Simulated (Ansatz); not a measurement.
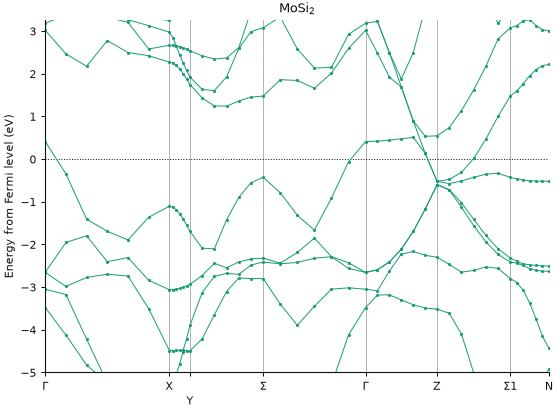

Band structure. Energies are counted from the Fermi level. The path runs straight from each named point to the next. The path has few k points, so lines between them are rough.

Question: Which Bravais lattice do the labels of the path belong to?

Answer: A body-centred tetragonal lattice: the path Γ–X–Y–Σ–Γ–Z–Σ1–N runs through the special points of its Brillouin zone.

This input was run:

```yaml
crystal:
  lattice:
    - [-1.6, 1.6, 3.9305]
    - [1.6, -1.6, 3.9305]
    - [1.6, 1.6, -3.9305]
  atoms:
    - { symbol: Mo, position: [0.0, 0.0, 0.0] }
    - { symbol: Si, position: [0.667, 0.667, 0.0] }
    - { symbol: Si, position: [0.333, 0.333, 0.0] }
kpoints:
  mp_grid: { grid: [12, 12, 12] }
  band_path:
    path:
      - [0.0, 0.0, 0.0]
      - [0.0, 0.0, 0.5]
      - [-0.0828541695, 0.0828541695, 0.5]
      - [-0.2914270847, 0.2914270847, 0.2914270847]
      - [0.0, 0.0, 0.0]
      - [0.5, 0.5, -0.5]
      - [0.2914270847, 0.7085729153, -0.2914270847]
      - [0.0, 0.5, 0.0]
    npoints: 6
scf:
  occupations: { method: fermi_dirac, width: 0.05 }
hamiltonian:
  xc: lda
  pseudopotentials: { kind: all_electron, lapw: { basis_error: 0.002 } }
output:
  forces: true
  stress: true
  eigenvalues: true
```

System: MoSi2, space group I4/mmm (No. 139), 3 atoms in the primitive cell.

Ansatz 0.2.0; LDA, all-electron LAPW, no spin polarisation, no spin-orbit coupling, 12×12×12 k mesh, Fermi-Dirac smearing of 0.05 eV.

Question: Is there a gap at the Fermi level?

Answer: A metal: bands cross the Fermi level along this path.

Question: Which levels at Y lie nearest to the Fermi level?

Answer: At Y the nearest levels lie 1.69 eV below and 1.75 eV above the Fermi level.

The cell is at −6 GPa in this functional. Bands are joined in order of energy, so crossings between the computed points show as kinks or gaps. In reduced coordinates of the cell that was run, X is (0, 0, 0.5), Y is (−0.083, 0.083, 0.5), Σ is (−0.291, 0.291, 0.291), Z is (0.5, 0.5, −0.5), Σ1 is (0.291, 0.709, −0.291) and N is (0, 0.5, 0).
